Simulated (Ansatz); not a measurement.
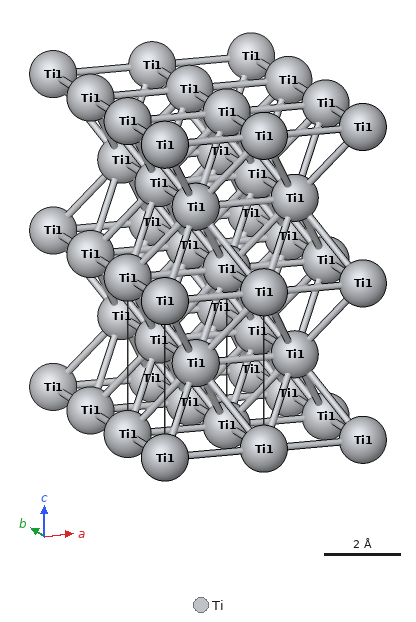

*The structure as given in the input (ball-and-stick view of the cell 2 times as large as that of the calculation, set on its symmetry axes, repeated 2 × 3 × 2, seen slightly off an axis; atoms are numbered from 1 in the order of the input). An atom can appear more than once, as a periodic image.*

Near neighbours in the periodic cell (some may lie outside the picture): Ti has 12 Ti at 2.80 to 2.91 Å.

**Single-point calculation, with input and output: Ti**

System: Ti (I4/mmm, 1 atom in the cell).
Method: DFT PBEsol, scalar-relativistic, plane waves, PAW, no spin polarisation (Ansatz 0.2.0).

The structure derives from an entry of the Crystallography Open Database. It belongs to a series of runs on one base structure; here: strain -0.025 along x and y, +0.050 along z, atoms carried along. Figures and captions count atoms from 1; the log counts them from 0 in places.

**Log**
```
Engine: ansatz 0.2.0, x86_64-unknown-linux-gnu
Pseudopotentials: kind: paw
Pseudopotential: Ti, paw, valence charge 12, recommended cutoff 420 eV (normal), Ti.paw.azcp
Functional definition: PBEsol
  exchange = pbesol_x
  correlation = pbesol_c
Crystal: 1 atoms, lattice volume = 16.649 Å³
Basis set: ecut = 420 eV, 331 PW (Γ), exchange–correlation on 40×40×40 points (8 copies of the dense FFT grid, shifted against one another)
Bands: 10, of which v1, the nominal top of the filled ones, is band 6 counted from 1 (5 counted from 0)
Symmetry: 16 space group operations
Space group: I4/mmm (ITA 139), of the structure as read, at distance tolerance 2.6e-5 Å
k-points: 1330 of 17576
Non-local potential: Ti, projectors of the file, l = 0: 3, l = 1: 2, l = 2: 3, l = 3: 1
PAW form: soft (Blöchl's): semilocal exchange-correlation on the pseudo side does not see the compensation charge
PAW frozen core: Ti, regenerated for the run's functional, and the local potential with it (the file was generated under x = pbe(κ = 0.804, μ = 0.2195149727645171), c = pbe(β = 0.06672455060314922))
PAW one-centre angular grid: Ti, 590 points (default); XC on 64 Gauss nodes
Initial density: superposition of atomic densities (neutral atoms: chi_scale 0, normalization atom), corrected by the library's trained network
Initial wavefunctions: pseudopotential atomic-orbital guess
Functional: x = pbesol(κ = 0.804, μ = 0.12345679012345678), c = pbesol(β = 0.046)
SCF iter   1: F=—  HF=-2473.845337 eV  |F-HF|=—  |Δ(HF+E_count)|=         —  Δρ=6.68e-3  dr2=5.39e-3  ethr=1.77e-3  ⟨swp⟩=4.4  Hψ=68229  notcnv=0
preconditioner: auto → none  [metal: Δε(μ)=0.001 eV  Ē_g=4.345 eV  σ=0.150 eV  W_gap=0.00  n_scr=0 (ndim 8)  ℏωp=18.2 eV  f_vac=0.000  D(μ)=1.80/eV (n_scr^D=22)]
SCF iter   2: F=—  HF=-2473.843565 eV  |F-HF|=—  |Δ(HF+E_count)|=   1.77e-3  Δρ=2.02e-3  dr2=4.15e-4  ethr=4.49e-5  ⟨swp⟩=3.0  Hψ=34860  notcnv=0  defer=1
SCF iter   3: F=—  HF=-2473.843463 eV  |F-HF|=—  |Δ(HF+E_count)|=   1.02e-4  Δρ=9.68e-4  dr2=3.92e-5  ethr=3.46e-6  ⟨swp⟩=2.9  Hψ=21989  notcnv=0  defer=1
SCF iter   4: F=—  HF=-2473.843483 eV  |F-HF|=—  |Δ(HF+E_count)|=   1.95e-5  Δρ=8.16e-5  dr2=3.92e-7  ethr=3.26e-7  ⟨swp⟩=1.0  Hψ=13299  notcnv=0  defer=1
iter 5 did not close the SCF: its close was put off for the readings that it lacked (scf_convergence_deferred on its scf_iter line)
SCF iter   5: F=-2473.843483 eV  HF=-2473.843483 eV  |F-HF|=4.90e-9  |Δ(HF+E_count)|=   8.49e-8  Δρ=8.31e-6  dr2=9.36e-9  ethr=3.27e-9  ⟨swp⟩=2.0  Hψ=15254  notcnv=0  defer=1
SCF iter   6: F=-2473.843483 eV  HF=-2473.843483 eV  |F-HF|=7.37e-11  |Δ(HF+E_count)|=   1.49e-9  Δρ=9.18e-7  dr2=1.12e-10  ethr=7.80e-11  ⟨swp⟩=4.0  Hψ=61055  notcnv=0
SCF 1 converged in 6 iterations: F = -2473.843483 eV  dr2 = 1.12e-10
  greatest PAW one-centre occupation: 0.999 electrons in one spin orbital (limit 2), on the Ti atom at site 0 (counted from 0), in its partial waves of l = 0
```

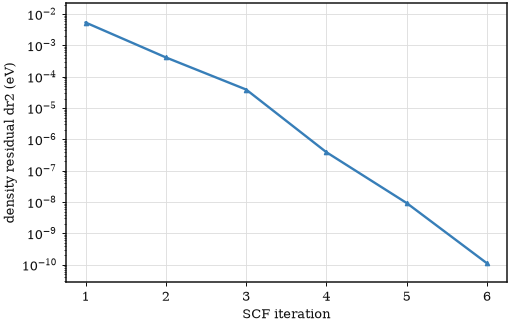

*Convergence of the self-consistent field: density residual dr2 against the SCF iteration.*

The residual falls at every step.

```
SCF converged after 6 iterations
Free energy (F): -2473.843483 eV
Harris-Foulkes:  -2473.843483 eV  (|F-HF|=7.37e-11)
Internal energy: -2473.823060 eV  (E = F + TS)
E sigma→0 (E₀):  -2473.833271 eV
Entropy (-TS):   -0.020423 eV (-20.423 meV/atom)
Fermi energy:    13.795549 eV
--- Per-component energies (eV) ---
  E_band       = -148.801787
  E_kinetic    = 273.343343
  E_local      = -790.264118  (includes V_loc(G=0)·N_el)
  E_nonlocal   = 9.551982
  E_hartree    = 325.603274
  E_xc         = -96.951351
  E_vxc        = -121.841599  (∫ρ·V_xc dr)
  E_paw        = -1022.667382  (= ΣΔE_a)
  E_vpaw       = -170.798387  (= ΣTr[D̂ρ^β])
  E_aug_tail   = 0.000116  (compensation charges beyond the density's cutoff)
  E_ewald      = -1172.578308
  E_core_change = 0.139384  (= ΣΔE_core)
  E_smearing   = -0.020423  (= −TS)
  E_closure    = 0.000000  (closes the sum)
  Σ components = -2473.843483   (vs F -2473.843483, Δ=0.00e0)
--- Forces (eV/Å), atoms counted from 1 ---
  atom   1  Ti    -0.00000000     0.00000000     0.00000000
  max |Σ_I F_I| component: 4.93e-32 eV/Å
--- Stress (GPa, compression-positive) ---
        0.971310       0.000000       0.000000
        0.000000       0.971310       0.000000
        0.000000       0.000000      -1.296850
  P = ⅓ Tr σ = 0.2153 GPa (2.153 kbar)
--- Band table (eV; the first three rows and the last of 1330) ---
  k-point 0: bands = ["-42.5487", "-18.4770", "-18.4581", "-18.4581", "7.6479", "14.3115", "14.9604", "14.9604", "16.0363", "16.7974"]
  k-point 1: bands = ["-42.5466", "-18.4827", "-18.4664", "-18.4590", "7.6982", "14.3184", "14.9391", "14.9792", "16.0287", "16.7804"]
  k-point 2: bands = ["-42.5402", "-18.5121", "-18.4780", "-18.4617", "7.8470", "14.3283", "14.8851", "15.0330", "16.0121", "16.7330"]
  k-point 1329: bands = ["-42.3797", "-19.1830", "-18.6727", "-18.6727", "11.0584", "12.0817", "15.9527", "17.6336", "17.8834", "17.8834"]
```

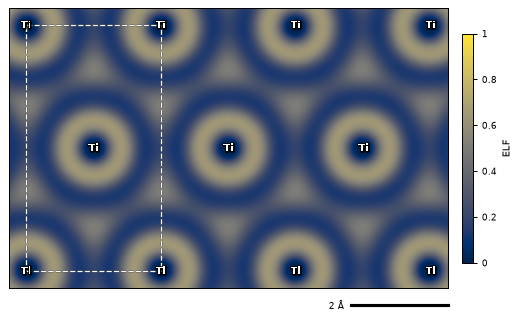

*Electron localisation function on the (011) plane of the conventional cell.*

Atoms in the plane: Ti. Ti–Ti (2.80 Å): the ELF is about 0.20 at the midpoint (no shared electron pair). Ti–Ti (2.91 Å): the ELF is about 0.25 at the midpoint; no shared electron pair. The strong features right at Ti lie inside the PAW spheres (semicore, d or f shells) and say nothing about bonding. Core electrons are frozen (PAW), so the fields are smoothed inside the atomic spheres.

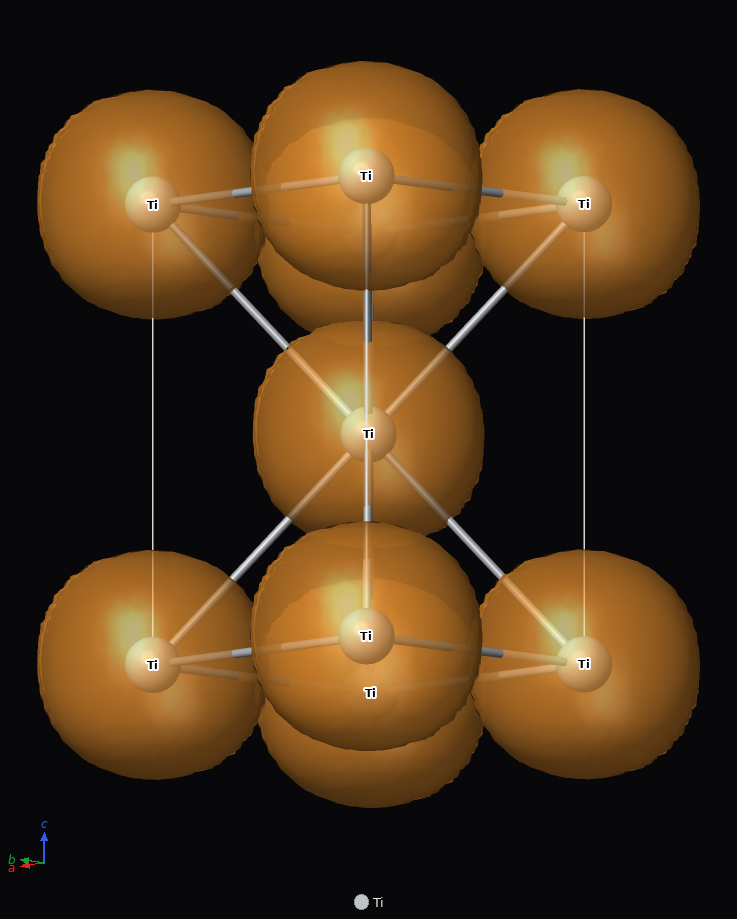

*Isosurface of the valence electron density at 0.3 e/Å³ (orange), seen at an oblique angle. Sticks mark near contacts. The outline is the cell set on symmetry axes.*

At this value the density breaks into separate islands; it holds about 80 % of the electrons treated as valence (semicore included). It is pinched off along the Ti–Ti (2.80 Å) and Ti–Ti (2.91 Å) contacts. On the grid the lowest density along these lines, outside the cores, is 0.2 e/Å³ (Ti–Ti, 2.80 Å) and 0.2 e/Å³ (Ti–Ti, 2.91 Å).

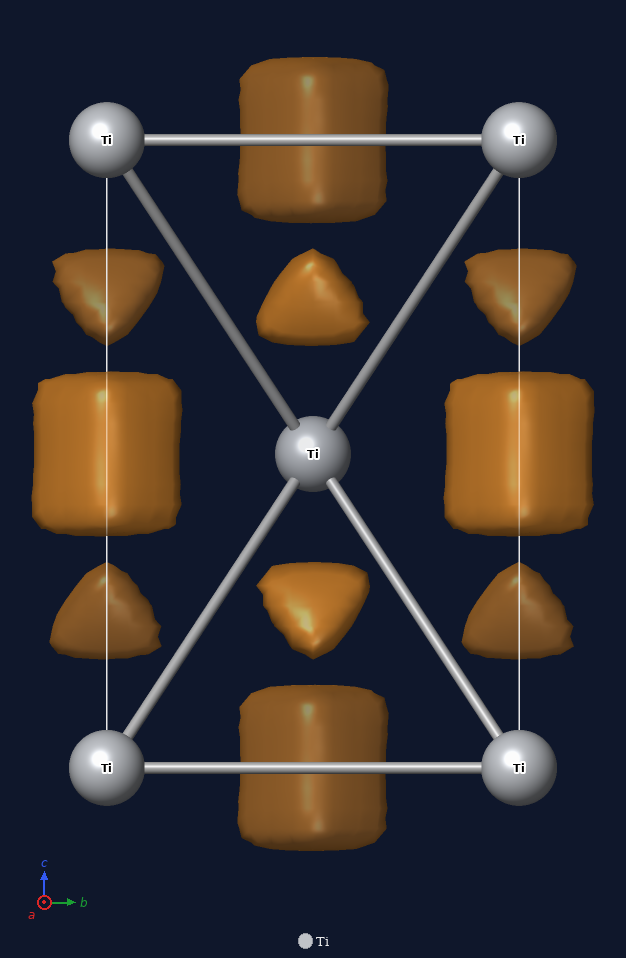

*Isosurface of the ELF at 0.55 (orange), seen along the a axis. Core shells and regions of very low density are left out. Sticks mark near contacts. The outline is the cell set on symmetry axes.*

Profiles from the grid: Ti–Ti (2.80 Å): the ELF is about 0.20 at the midpoint (no shared electron pair). Ti–Ti (2.91 Å): the ELF is about 0.25 at the midpoint; no shared electron pair.

This output came from the following input.

**Input**
```yaml
crystal:
  lattice:
    - [0.0, 1.9772231227, 2.1293172091]
    - [1.9772231227, 0.0, 2.1293172091]
    - [1.9772231227, 1.9772231227, 0.0]
  atoms:
    - { symbol: Ti, position: [0.0, 0.0, 0.0] }
basis:
  ecutwfc: 420
kpoints:
  mp_grid: { grid: [26, 26, 26] }
hamiltonian:
  xc: pbesol
scf:
  occupations: { method: gaussian, width: 0.15 }
output:
  forces: true
  stress: true
  eigenvalues: true
  write_density: true
  write_potential: true
  elf: true
  volumetric_format: npy
```

Command:
```bash
ansatz run input.yaml --threads 2 --pin off --max-ram 5120MiB --backend cpu --events-out ev --progress --plain --runs-dir out
```

**Summary**

- outcome: converged
- space group (tolerance 0.01 Å): I4/mmm (139)
- electrons treated: 12
- free energy: −2473.8435 eV
- Fermi energy: 13.796 eV
- gap on the k-point mesh: none (metallic)
- pressure: 0.22 GPa
- largest force (length of the vector): under 0.001 eV/Å
- hardware: 2 threads of AMD EPYC (Zen 5), 32 GiB of memory available, shared host
- wall time: 3.3 s (CPU time 6.2 s)
- peak memory: 0.58 GiB
